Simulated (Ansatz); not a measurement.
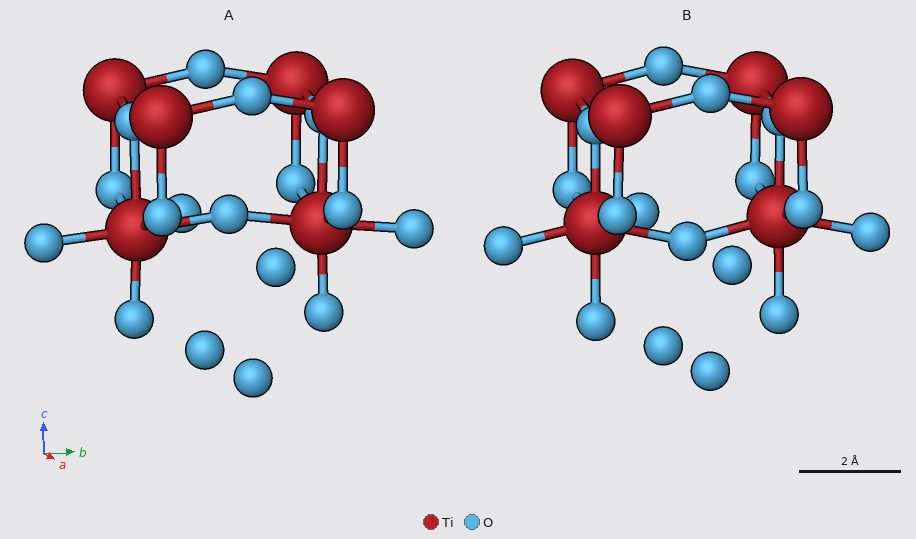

Two geometries of a defect cell of composition Ti35O71, drawn at one scale. One is the start of a relaxation, the other its converged end. A ball-and-stick model of the atoms within 4.2 Å of the atom that moves most (axes of the cell of the calculation (origin shifted)), seen slightly off an axis.

Level of theory: DFT, PBEsol, PAW, plane waves in Ansatz 0.2.0. Set-up: plane-wave cutoff 420 eV; k-point mesh 1 × 1 × 1; mesh shifted by (0.25, 0.25, 0.25); collinear spin; atoms relaxed in a fixed cell; force threshold 0.03 eV/Å; at most 80 steps.

Q: Which one is relaxed?

A: Structure A is the relaxed one. The largest move is that of an O atom, 0.55 Å along +c. By element the largest moves are O 0.55 Å, Ti 0.19 Å. The cell doesn't change. Some distances before and after: O–Ti 1.971 → 2.182 Å, O–Ti 1.978 → 1.795 Å, O–Ti 2.003 → 2.184 Å, Ti–Ti 3.031 → 3.140 Å. Among the angles between lasting bonds that change: Ti–O–Ti 153.5° → 165.4°, Ti–O–Ti 153.9° → 157.9°, Ti–O–Ti 104.3° → 100.7°. After 8 geometry steps the energy has fallen by 3.132 eV per cell of the calculation. The largest force component goes from 3.7 to 0.02 eV/Å.
